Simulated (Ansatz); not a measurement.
The coordinates of a crystal:

```xyz
4
Lattice="2.9370 0.0000 0.0000 -1.4685 2.5435 0.0000 0.0000 0.0000 10.6768" Properties=species:S:1:pos:R:3 pbc="T T T"
Al    1.4685    0.8478    5.0378
Al    0.0000    1.6957   10.3762
O     1.4685    0.8478    9.6963
O     0.0000    1.6957    4.3578
```

Summarise the structure in words.

Answer. Formula: AlO. The symmetry is that of P6_3mc (No. 186), on a primitive hexagonal lattice. Cell content 2 Al, 2 O; Z = 2. The coordination shell of Al holds three O in a trigonal pyramidal arrangement at 1.83 Å. O is linked to three Al in a trigonal pyramidal arrangement at 1.83 Å. The bonds build AlO layers parallel to (001).

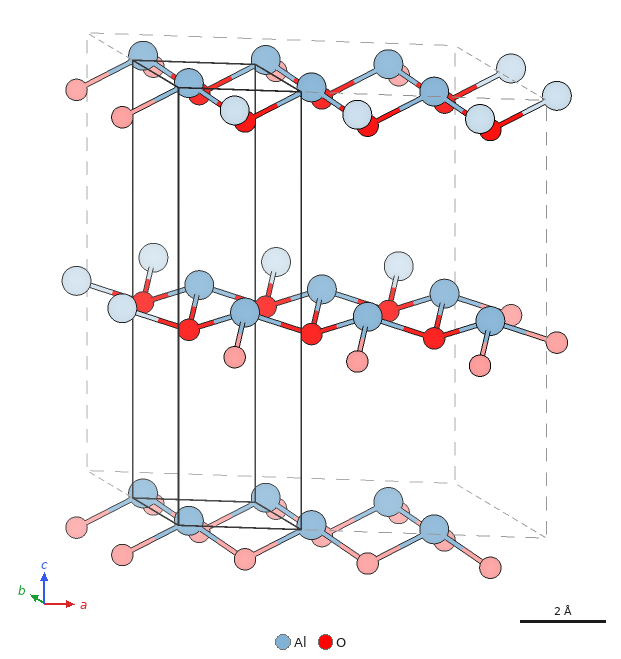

We look at a ball-and-stick model of the crystal slightly off an axis. The drawing covers 3×2×1 cells, and the solid lines enclose one conventional unit cell. Bonds that leave the box are completed with the atoms at their other ends, in fainter colours.

Provenance: a structure listed in the Materials Project, with elements exchanged, so it need not be a known form of the compound. It was relaxed with DFT PBE, scalar-relativistic, plane waves, PAW (Ansatz).
